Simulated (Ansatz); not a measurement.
# Sn₃Se: what the fields show

```cif
data_structure
_symmetry_space_group_name_H-M 'P 1'
_symmetry_Int_Tables_number 1
_cell_length_a 6.7046
_cell_length_b 6.7382
_cell_length_c 4.7527
_cell_angle_alpha 90.000
_cell_angle_beta 90.000
_cell_angle_gamma 90.000
_cell_volume 214.71
loop_
_atom_site_label
_atom_site_type_symbol
_atom_site_fract_x
_atom_site_fract_y
_atom_site_fract_z
_atom_site_occupancy
Sn1 Sn 0.50000 0.00000 0.00000 1
Sn2 Sn 0.00000 0.50000 0.00000 1
Sn3 Sn 0.75000 0.25000 0.50000 1
Sn4 Sn 0.25000 0.75000 0.50000 1
Sn5 Sn 0.25000 0.25000 0.50000 1
Sn6 Sn 0.75000 0.75000 0.50000 1
Se1 Se 0.00000 0.00000 0.00000 1
Se2 Se 0.50000 0.50000 0.00000 1
```

Space group Cmmm; a structure from a database of computed crystals, not necessarily the ambient phase; changed on purpose from its base cell (strain +0.0050 x Voigt [0, 0, 0, 1, 0, 0], atoms carried along).

All numbers below come from Ansatz, DFT PBE, scalar-relativistic, plane waves, PAW.

In a PAW calculation such maps are meaningful between the atoms, not at the nuclei.

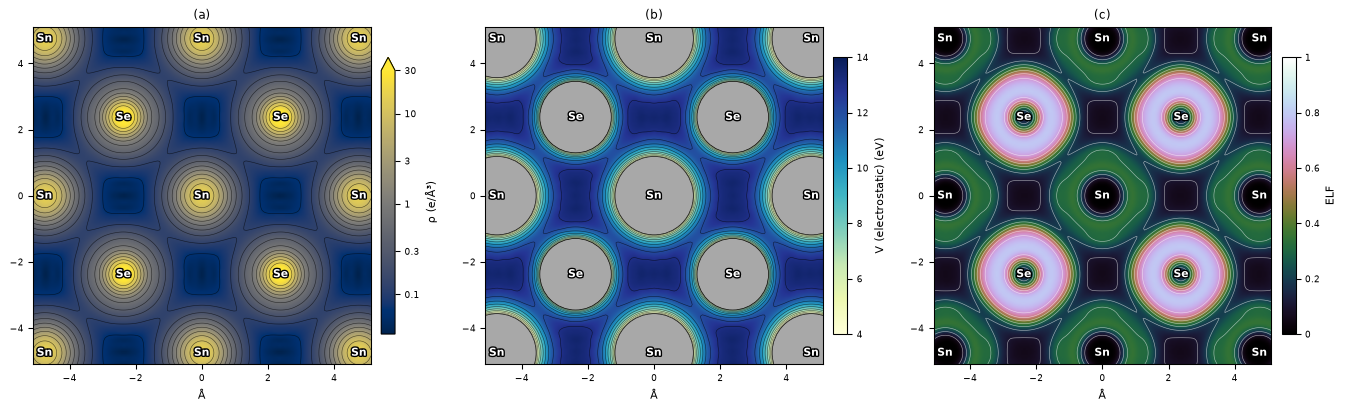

Figure 1. (a) valence electron density; (b) electrostatic potential (local pseudopotential plus Hartree) felt by an electron; (c) electron localisation function on the (110) plane of the conventional cell. Grey discs cover the atomic cores in the potential map.

Read the bonding off the picture.

- The section cuts through Sn and Se sites.
- Sn–Se (3.36 Å): the density is about 0.13 e/Å³ at the midpoint; the ELF is about 0.20 at the midpoint; no localised pair shows between them.
- Between the atoms the lowest density in this plane is 0.04 e/Å³.
- Outside the cores the potential energy rises away from the atoms and is highest about 2.0 Å from the nearest atoms; its zero is arbitrary.

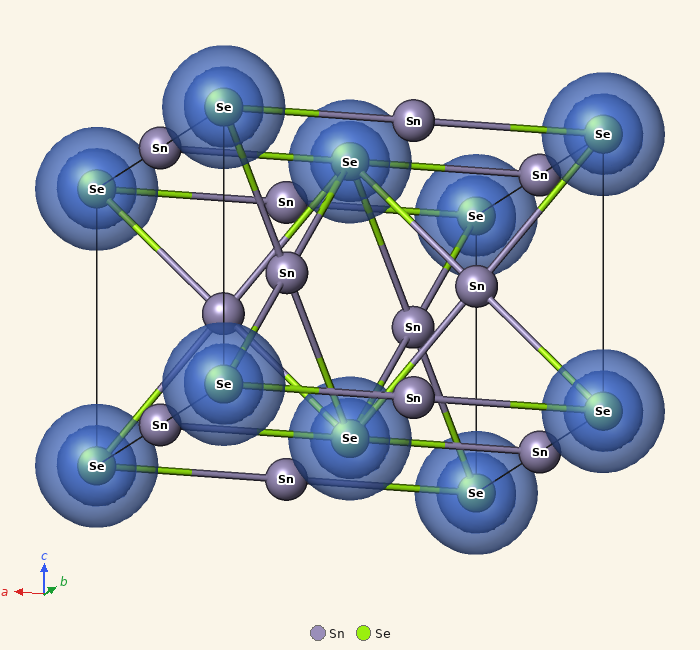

Figure 2. Isosurface of the ELF at 0.75 (blue), seen at an oblique angle. Only the valence region is drawn (cores and ρ < 0.01 e/Å³ removed). Sticks mark near contacts.

What do the ELF domains correspond to?

The ELF exceeds this value in two regions wrapped around Se (the valence shell of each), counted in one cell of 8 atoms. Regions shared between cells count once. Profiles from the grid: Sn–Se (3.35 Å): the ELF is about 0.20 at the midpoint (no shared electron pair shows on this line).

Does the calculation make it a metal, or give it a gap?

It is gapless in this calculation (a metal or semimetal).
